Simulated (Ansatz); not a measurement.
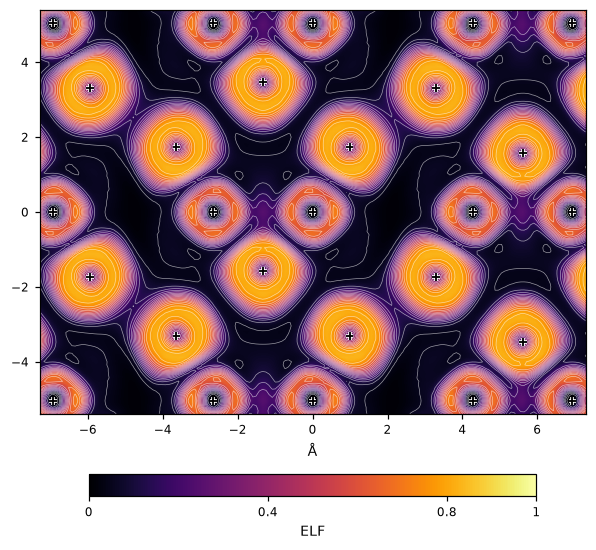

The electron localisation function on a plane through atoms (crosses mark nuclei in the plane).

All numbers below come from DFT PBEsol, scalar-relativistic, plane waves, PAW in Ansatz.

Candidates:
A. SiNi, a = 4.47 Å, b = 4.47 Å, c = 4.47 Å, α = 90.00°, β = 90.00°, γ = 90.00°. Space group P2₁3; a structure from a database of computed crystals, not necessarily the ambient phase; computed without spin polarisation.
B. Ti₂O₃, a = 5.04 Å, b = 5.04 Å, c = 13.88 Å, α = 90.00°, β = 90.00°, γ = 120.00°. Space group R-3c; computed without spin polarisation.

> Which system is this?

Candidate B: Ti₂O₃ on the (11̄0) plane of the conventional cell, which holds Ti and O. Ti–O (2.00 Å): the ELF peaks at about 0.85 in the valence shell of O, 0.6 Å from its nucleus, and is about 0.15 at the midpoint: no shared electron pair shows on this line. Ti–Ti (2.65 Å): the ELF is about 0.25 at the midpoint; no shared electron pair shows on this line.
